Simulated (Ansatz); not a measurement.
Field-gradient calculation, with input and output: Si3N4 (part 1 of 2)

System: Si3N4 (P6₃/m, 14 atoms in the cell).
Method: DFT, PBE, plane waves, PAW, no spin polarisation (Ansatz 0.2.0).

The structure derives from an entry of the Crystallography Open Database. Figures and captions count atoms from 1; the log counts them from 0 in places.

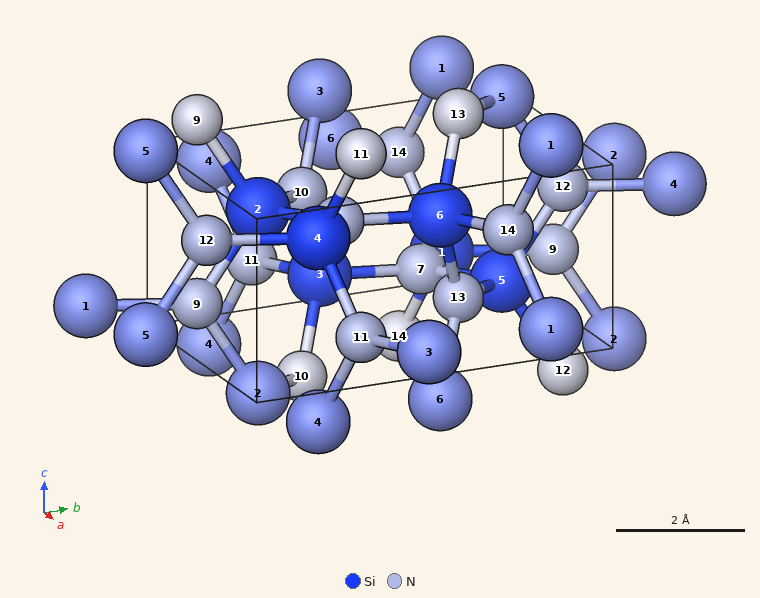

**Figure 1.** The structure as given in the input (ball-and-stick view of the cell of the calculation, seen slightly off an axis; neighbours outside the cell are drawn fainter; atoms are numbered from 1 in the order of the input).

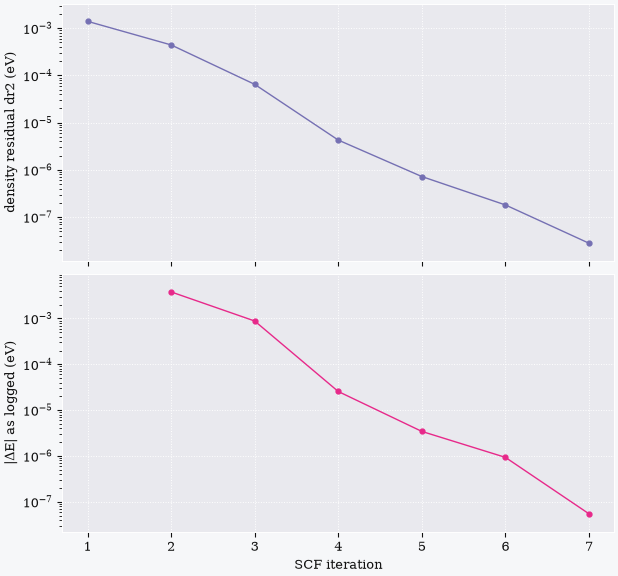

**Figure 2.** Convergence of the self-consistent field: density residual dr2 and size of the energy change against the SCF iteration. The residual falls at every step.

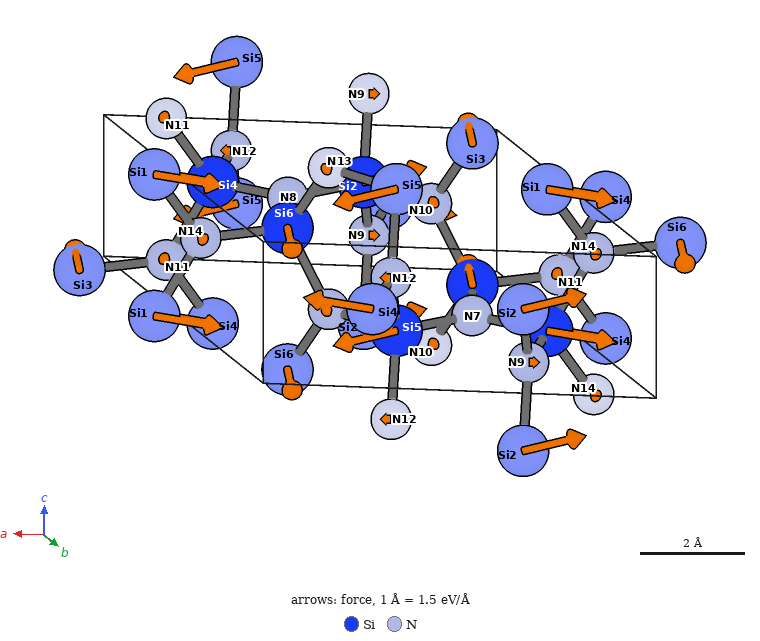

**Figure 3.** Forces on the atoms as orange arrows (ball-and-stick view of the cell of the calculation, seen at an oblique angle; neighbours outside the cell are drawn fainter; atoms are numbered from 1 in the order of the input). The largest act on all 6 Si atoms (2.25 eV/Å). The geometry is not a stationary point of this energy.

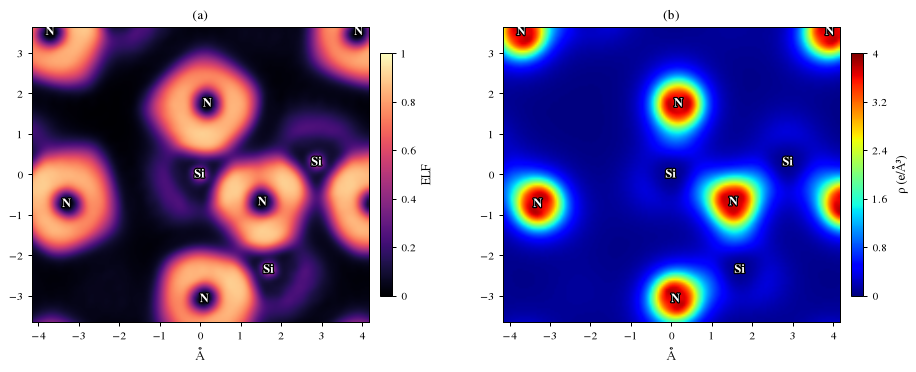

**Figure 4.** (a) ELF; (b) valence pseudo-density on the (001) plane of the conventional cell. The section cuts through Si and N sites. Away from the nuclei the density in this plane falls to 0.005 e/Å³ at its lowest. The fields are those of the smooth PAW valence density.

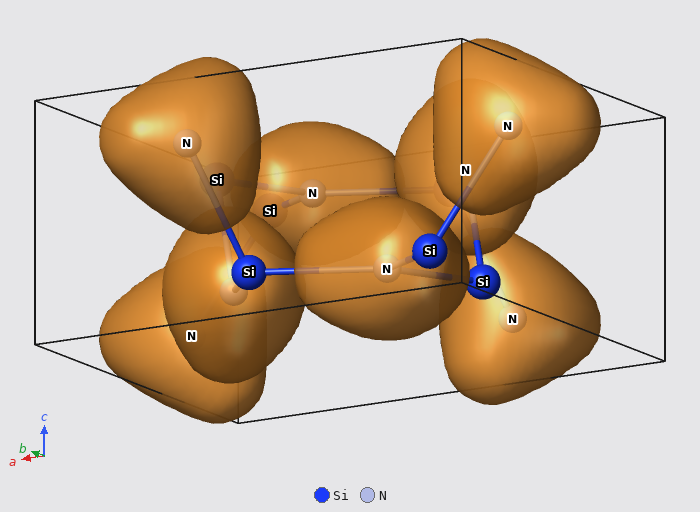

**Figure 5.** Isosurface of the valence electron density at 0.6 e/Å³ (orange), seen at an oblique angle. Sticks mark near contacts. The outline is the cell set on symmetry axes. At this value the density breaks into separate islands; it holds about 60 % of the electrons treated as valence. On the grid the lowest density along these lines, outside the cores, is 1 e/Å³ (Si–N, 1.68 Å) and 0.8 e/Å³ (Si–N, 1.76 Å).

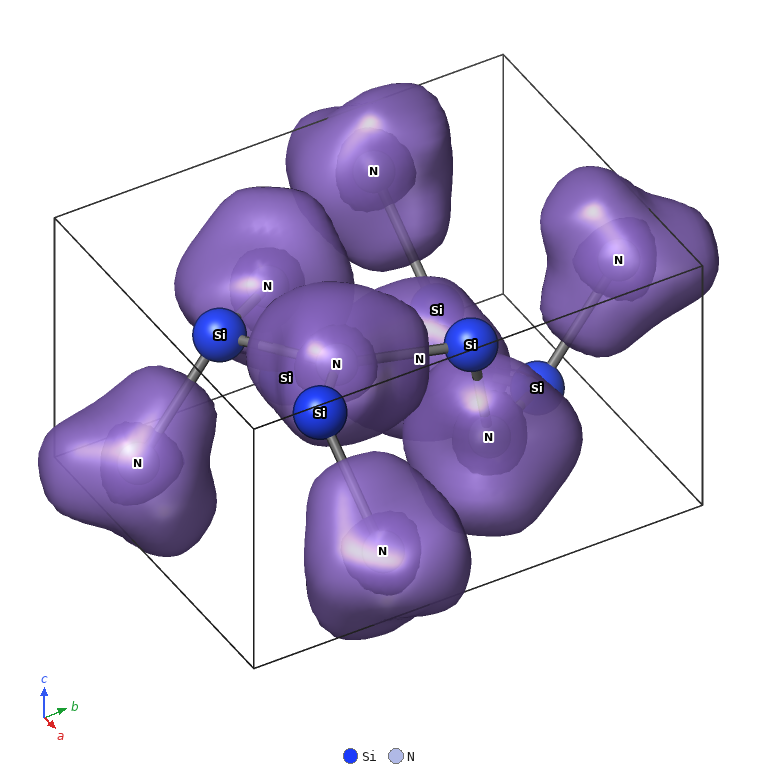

**Figure 6.** Isosurface of the electron localisation function at 0.7 (purple), seen slightly off an axis. Core shells and regions of very low density are left out. Sticks mark near contacts. The outline is the cell set on symmetry axes. Values along the shortest contacts:

These pictures come from the run below.

## Input file
```yaml
crystal:
  lattice:
    - [7.6272, 0.0, 0.0]
    - [-3.8136, 6.6053489597, 0.0]
    - [0.0, 0.0, 2.9182]
  atoms:
    - { symbol: Si, position: [0.1842, 0.7704, 0.25] }
    - { symbol: Si, position: [0.4138, 0.1842, 0.75] }
    - { symbol: Si, position: [0.2296, 0.4138, 0.25] }
    - { symbol: Si, position: [0.8158, 0.2296, 0.75] }
    - { symbol: Si, position: [0.5862, 0.8158, 0.25] }
    - { symbol: Si, position: [0.7704, 0.5862, 0.75] }
    - { symbol: "N", position: [0.3333333333, 0.6666666667, 0.25] }
    - { symbol: "N", position: [0.6666666667, 0.3333333333, 0.75] }
    - { symbol: "N", position: [0.3399, 0.0357, 0.25] }
    - { symbol: "N", position: [0.3042, 0.3399, 0.75] }
    - { symbol: "N", position: [0.9643, 0.3042, 0.25] }
    - { symbol: "N", position: [0.6601, 0.9643, 0.75] }
    - { symbol: "N", position: [0.6958, 0.6601, 0.25] }
    - { symbol: "N", position: [0.0357, 0.6958, 0.75] }
kpoints:
  mp_grid: { grid: [4, 4, 9] }
scf:
  occupations: { method: fermi_dirac, width: 0.02 }
  eigensolver: { kind: davidson }
hamiltonian:
  xc: pbe
  pseudopotentials: { kind: paw }
output:
  forces: true
  stress: true
  populations: true
  efg:
    quadrupole_moments_barn: { "N": 0.02044 }
    contact_densities: true
  write_density: true
  write_potential: true
  elf: true
  volumetric_format: npy
```

Run as:
```bash
ansatz run input.yaml --threads 1 --pin off --max-ram 2560MiB --backend cpu --events-out ev --progress --plain --runs-dir out
```

## What the program printed
```
Engine: ansatz 0.2.0, x86_64-unknown-linux-gnu
Pseudopotentials: kind: paw
Pseudopotential: Si, paw, valence charge 4, recommended cutoff 420 eV (normal), Si.paw.azcp
Pseudopotential: N, paw, valence charge 5, recommended cutoff 420 eV (normal), N.paw.azcp
Functional definition: PBE
  parameter kappa = 0.804
  parameter beta = 0.06672455060314922
  exchange = pbe_x(kappa = kappa, mu = beta*pi^2/3)
  correlation = pbe_c(beta = beta)
Crystal: 14 atoms, lattice volume = 147.020 Å³
Basis set: ecut = 420 eV, 2859 PW (Γ), exchange–correlation on 108×108×40 points (8 copies of the dense FFT grid, shifted against one another)
Bands: 46, of which v1, the nominal top of the filled ones, is band 32 counted from 1 (31 counted from 0)
Symmetry: 12 space group operations
Space group: P63/m (ITA 176), of the structure as read, at distance tolerance 5.3e-5 Å
k-points: 20 of 144
Non-local potential: Si, projectors of the file, l = 0: 2, l = 1: 2, l = 2: 2
Non-local potential: N, projectors of the file, l = 0: 2, l = 1: 2, l = 2: 1
PAW form: soft (Blöchl's): semilocal exchange-correlation on the pseudo side does not see the compensation charge
PAW one-centre angular grid: Si, 110 points (default); XC on 64 Gauss nodes
PAW one-centre angular grid: N, 110 points (default); XC on 64 Gauss nodes
Initial density: superposition of atomic densities (neutral atoms: chi_scale 0, normalization atom), corrected by the library's trained network
Initial wavefunctions: pseudopotential atomic-orbital guess
Functional: x = pbe(κ = 0.804, μ = 0.2195149727645171), c = pbe(β = 0.06672455060314922)
SCF iter   1: F=—  HF=-6901.341270 eV  |F-HF|=—  |Δ(HF+E_count)|=         —  Δρ=1.68e-3  dr2=1.40e-3  ethr=1.77e-3  ⟨swp⟩=12.6  Hψ=5077  notcnv=0
preconditioner: auto → Resta (q_TF=auto, 2.375 Å⁻¹)  ε∞=3.9  [insulator: Δε(μ)=4.323 eV  Ē_g=14.300 eV  σ=0.020 eV  W_gap=1.00  n_scr=32 (ndim 8)  ℏωp=24.5 eV  f_vac=0.040  D(μ)=0.00/eV (n_scr^D=0)  ε∞_Penn≈3.9]
SCF iter   2: F=—  HF=-6901.345069 eV  |F-HF|=—  |Δ(HF+E_count)|=   3.80e-3  Δρ=9.11e-4  dr2=4.43e-4  ethr=2.19e-6  ⟨swp⟩=7.4  Hψ=3275  notcnv=0  defer=12
SCF iter   3: F=—  HF=-6901.345950 eV  |F-HF|=—  |Δ(HF+E_count)|=   8.81e-4  Δρ=2.51e-4  dr2=6.48e-5  ethr=6.92e-7  ⟨swp⟩=3.1  Hψ=2159  notcnv=0  defer=3
iter 4 solved again at ethr=7.52e-9 eV; its pass at ethr=1.01e-7 eV (dr2=4.82e-6 eV) is discarded
SCF iter   4: F=—  HF=-6901.345925 eV  |F-HF|=—  |Δ(HF+E_count)|=   2.55e-5  Δρ=6.44e-5  dr2=4.28e-6  ethr=7.52e-9  ⟨swp⟩=3.0  Hψ=3564  notcnv=0
eigensolver tolerance schedule: the retry pair's looser diagonalisation over-reported the residual by 0.13 of it (diagonalisation noise at 0.14 of the residual, at the tolerance the schedule requests for it); recorded, not acted on — ethr = c·dr2/N_el stays at c = 1.0e-1
SCF iter   5: F=—  HF=-6901.345928 eV  |F-HF|=—  |Δ(HF+E_count)|=   3.43e-6  Δρ=2.00e-5  dr2=7.23e-7  ethr=6.68e-9  ⟨swp⟩=3.0  Hψ=1678  notcnv=0
SCF iter   6: F=—  HF=-6901.345929 eV  |F-HF|=—  |Δ(HF+E_count)|=   9.31e-7  Δρ=1.18e-5  dr2=1.81e-7  ethr=1.13e-9  ⟨swp⟩=3.0  Hψ=2089  notcnv=0
SCF iter   7: F=-6901.345929 eV  HF=-6901.345929 eV  |F-HF|=2.43e-8  |Δ(HF+E_count)|=   5.46e-8  Δρ=4.41e-6  dr2=2.80e-8  ethr=2.84e-10  ⟨swp⟩=3.0  Hψ=1829  notcnv=0
SCF 1 converged in 7 iterations: F = -6901.345929 eV  dr2 = 2.80e-8
  Residual-converged pass: ⟨swp⟩=6.3  Hψ=4029  notcnv=0  max |occ|·‖R‖ = 9.7e-9 eV (tolerance 1.0e-8 eV)  dr2=2.82e-8  dr2_onsite=2.02e-9  max |Δocc| = 0.0e0
  greatest PAW one-centre occupation: 0.801 electrons in one spin orbital (limit 2), on the N atom at site 7 (counted from 0), in its partial waves of l = 0
SCF converged after 7 iterations
Free energy (F): -6901.345929 eV
Harris-Foulkes:  -6901.345929 eV  (|F-HF|=2.43e-8)
Internal energy: -6901.345929 eV  (E = F + TS)
E sigma→0 (E₀):  -6901.345929 eV
Fermi energy:    10.399072 eV
--- Per-component energies (eV) ---
  E_band       = 55.980396
  E_kinetic    = 1352.648093
  E_local      = -2228.484636  (includes V_loc(G=0)·N_el)
  E_nonlocal   = 509.995726
  E_hartree    = 754.241858
  E_xc         = -827.249662
  E_vxc        = -912.423108  (∫ρ·V_xc dr)
  E_paw        = -4100.610444  (= ΣΔE_a)
  E_vpaw       = -174.240760  (= ΣTr[D̂ρ^β])
  E_aug_tail   = 0.000835  (compensation charges beyond the density's cutoff)
  E_ewald      = -2361.887700
  E_smearing   = -0.000000  (= −TS)
  E_closure    = 0.000000  (closes the sum)
  Σ components = -6901.345929   (vs F -6901.345929, Δ=0.00e0)
```
